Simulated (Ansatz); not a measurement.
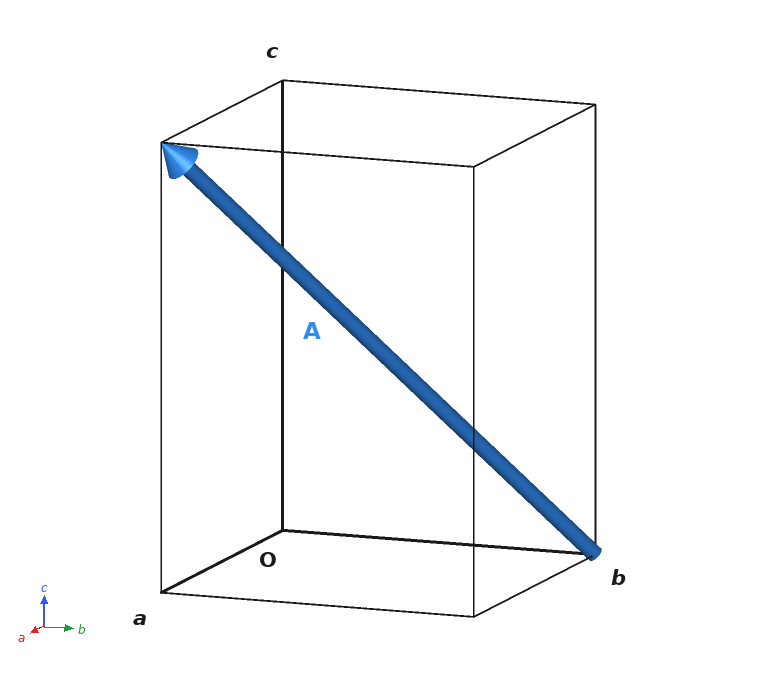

Crystal: H, the end point of a relaxation with DFT LDA, scalar-relativistic, plane waves, PAW in Ansatz 0.2.0. The arrow starts at a corner of the unit cell and ends on its surface; where a tip isn't a corner, dashed lines run from it parallel to the axes. The drawing is computed from the coordinates (standard cell, symmetry found to 0.002 Å).

a = 2.820 Å, b = 2.820 Å, c = 3.861 Å, α = 90.00°, β = 90.00°, γ = 90.00°.

Question: Give [uvw] of the arrow.

Answer: Arrow A runs from (0, 1, 0) to (1, 0, 1), so [1 −1 1].

Question: How long is the vector ua + vb + wc?

Answer: 5.551 Å.

Question: In I4/mmm (No. 139), how many directions are equivalent to A (Laue class 4/mmm, both senses counted)?

Answer: 8.
